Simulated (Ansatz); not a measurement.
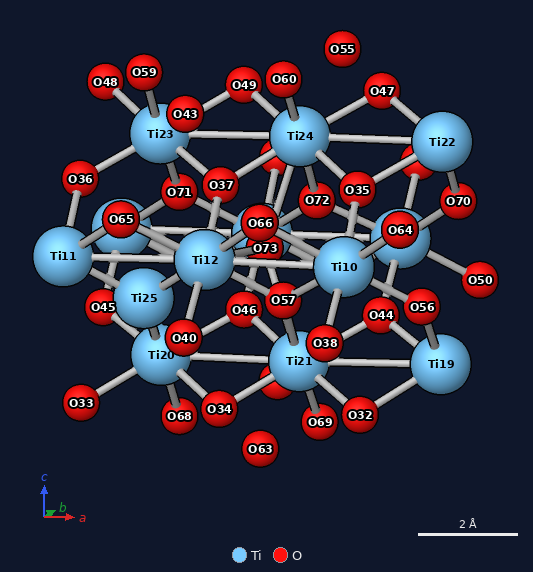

A defect cell of composition Ti$_{25}$O$_{48}$, before the relaxation. The picture is a ball-and-stick view of the atoms within 5.0 Å of the atom that moves most (axes of the cell of the calculation, reduced to other axes (origin shifted)), seen slightly off an axis. Lengths and directions refer to the drawn axes.

The calculation used Ansatz 0.2.0, DFT, PBEsol, PAW, plane waves.

Settings: plane-wave cutoff 420 eV; k-point mesh 1 × 1 × 1; mesh shifted by (0.25, 0.25, 0.25); collinear spin; atoms relaxed in a fixed cell; force threshold 0.03 eV/Å; at most 80 steps.

```
Ti O
1.0
     9.18283    0.00000    0.00000
     0.00000    9.18283    0.00000
     0.00000    0.00000    8.81661
Ti O
25 48
Direct
  0.99998 0.00165 0.00719
  0.99867 0.00026 0.33093
  0.99892 0.00060 0.66831
  0.99956 0.50005 0.00185
  0.00205 0.50100 0.33386
  0.00160 0.50007 0.67001
  0.49987 0.99919 0.00053
  0.49984 0.99985 0.32968
  0.50059 0.00198 0.66767
  0.49993 0.49717 0.00630
  0.49854 0.50016 0.33519
  0.49693 0.50304 0.67385
  0.25025 0.25091 0.16742
  0.25184 0.25154 0.49839
  0.25272 0.24936 0.83773
  0.24725 0.75153 0.16369
  0.25026 0.74972 0.50364
  0.25048 0.74400 0.83213
  0.75262 0.25427 0.16720
  0.74919 0.25461 0.49952
  0.75057 0.25076 0.82890
  0.74968 0.75226 0.17151
  0.74840 0.74953 0.49732
  0.74714 0.75409 0.83213
  0.59645 0.40027 0.50027
  0.15110 0.15390 0.00366
  0.15338 0.15306 0.33399
  0.14988 0.15225 0.66503
  0.15382 0.65266 0.00186
  0.15304 0.65198 0.33040
  0.15260 0.65323 0.66558
  0.65120 0.14854 0.00229
  0.65257 0.15421 0.33487
  0.65497 0.15065 0.66467
  0.65204 0.65171 0.99613
  0.65637 0.65453 0.33155
  0.65009 0.65146 0.66911
  0.34846 0.34534 0.00278
  0.34675 0.34491 0.33277
  0.34393 0.34794 0.66682
  0.34823 0.84825 0.99498
  0.34612 0.84637 0.33115
  0.34725 0.84793 0.66949
  0.84405 0.34709 0.99830
  0.84651 0.34413 0.33318
  0.84718 0.34944 0.67020
  0.84660 0.84882 0.00022
  0.85205 0.84782 0.33728
  0.84730 0.85187 0.66973
  0.09784 0.40070 0.16420
  0.09753 0.40099 0.49954
  0.09926 0.40056 0.83212
  0.09823 0.89962 0.16480
  0.10150 0.90467 0.50173
  0.09793 0.90659 0.83537
  0.59786 0.40201 0.16515
  0.59640 0.40547 0.83392
  0.59653 0.90368 0.16736
  0.59686 0.90474 0.50111
  0.60007 0.89914 0.83371
  0.40022 0.09894 0.16703
  0.40046 0.09884 0.49895
  0.40014 0.09794 0.83419
  0.40274 0.59769 0.16763
  0.40271 0.59975 0.50015
  0.40216 0.60259 0.83223
  0.90719 0.09687 0.16552
  0.90231 0.09925 0.50024
  0.90010 0.09710 0.83618
  0.90207 0.60101 0.16723
  0.90370 0.60026 0.49945
  0.90021 0.59188 0.82928
  0.75303 0.50125 0.74599
```

Q: Where does the relaxation end?

A: The energy falls by 22.333 eV per cell of the calculation in 24 geometry steps. The largest force component goes from 3.9 to 0.011 eV/Å. The largest move is that of O73, 2.87 Å along [−3 −2 −1]. Largest moves by element: O 2.87 Å, Ti 2.13 Å. The lattice vectors keep their values. Near-neighbour distances that change, for instance: O72–O73 1.749 → 4.655 Å, Ti24–O73 2.443 → 4.734 Å, Ti11–O73 4.310 → 2.096 Å, Ti6–O73 2.379 → 4.277 Å. New bonds form: Ti11–O73 (4.31 → 2.10 Å), Ti19–Ti25 (3.53 → 2.90 Å), Ti20–O73 (3.14 → 2.10 Å), Ti25–O33 (2.74 → 1.92 Å). Bonds break: Ti12–Ti25 (2.02 → 3.70 Å), Ti21–O73 (2.41 → 3.63 Å), Ti24–O73 (2.44 → 4.73 Å), Ti6–O73 (2.38 → 4.28 Å). Bond angles that change, for instance: Ti11–Ti25–Ti20 131.2° → 92.3°, Ti10–O56–Ti19 132.4° → 122.6°, Ti11–O56–Ti19 130.0° → 139.6°. The program noted that the starting moments weren't kept. Cost: 67 s on 1 × NVIDIA GB300 Max-Q with 8 threads of Arm Neoverse-V2, peak memory 2 GiB.

The end point in the same view:

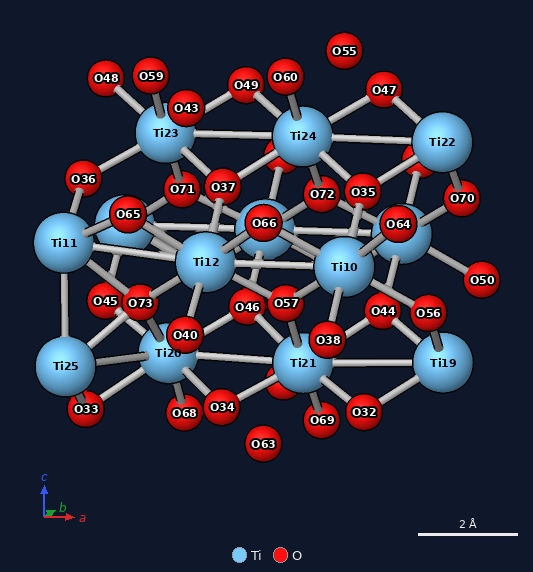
